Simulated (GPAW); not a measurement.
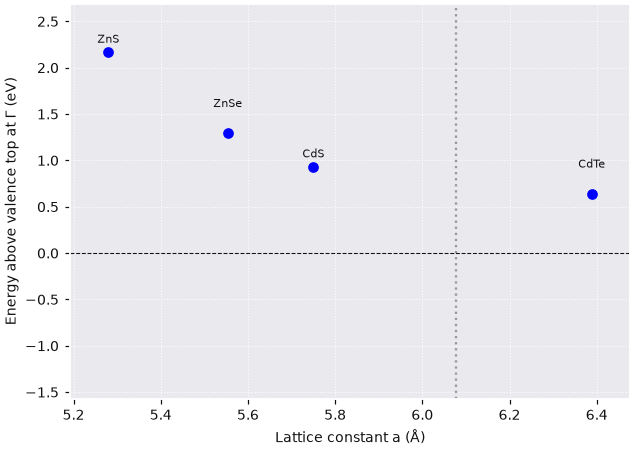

Lowest conduction level at Γ, counted from the valence-band top at Γ, for five zincblende crystals against the lattice constant, each in the cell that this method relaxed. A negative value at Γ means that the s-like level, then filled, lies under the p-like triplet: the bands are inverted and there is no gap. All by GPAW with LDA, without spin-orbit coupling, no moments; potentials: the program's PAW data sets (release 1.2.1) made for this functional.

| compound | a (Å) | k mesh | Γ (eV) |
| --- | --- | --- | --- |
| ZnS | 5.280 | 9×9×9 | 2.17 |
| ZnSe | 5.554 | 8×8×8 | 1.30 |
| CdS | 5.750 | 8×8×8 | 0.93 |
| CdTe | 6.389 | 7×7×7 | 0.64 |

Question: HgSe (a = 6.078 Å, dotted line) is left out. Estimate its value at Γ.

Answer: A straight line through the other values at Γ gives 0.84 eV. The run gives −1.05 eV at Γ, so the line misses by 1.90 eV: a straight line in the lattice constant doesn't capture this level.

Question: Does the value at Γ follow the lattice constant?

Answer: Loosely: it tends to fall by about 1.9 eV per Å (correlation −0.70). More than one element changes from compound to compound, so size isn't the only cause. The lowest value is −1.05 eV (HgSe) and the highest 2.17 eV (ZnS).

Later steps reuse the first step's grids. Spin-orbit coupling is left out, which matters for Hg, Te and Se. LDA, GGA and most meta-GGA functionals understate gaps. The usual form of CdS is wurtzite, though both occur.
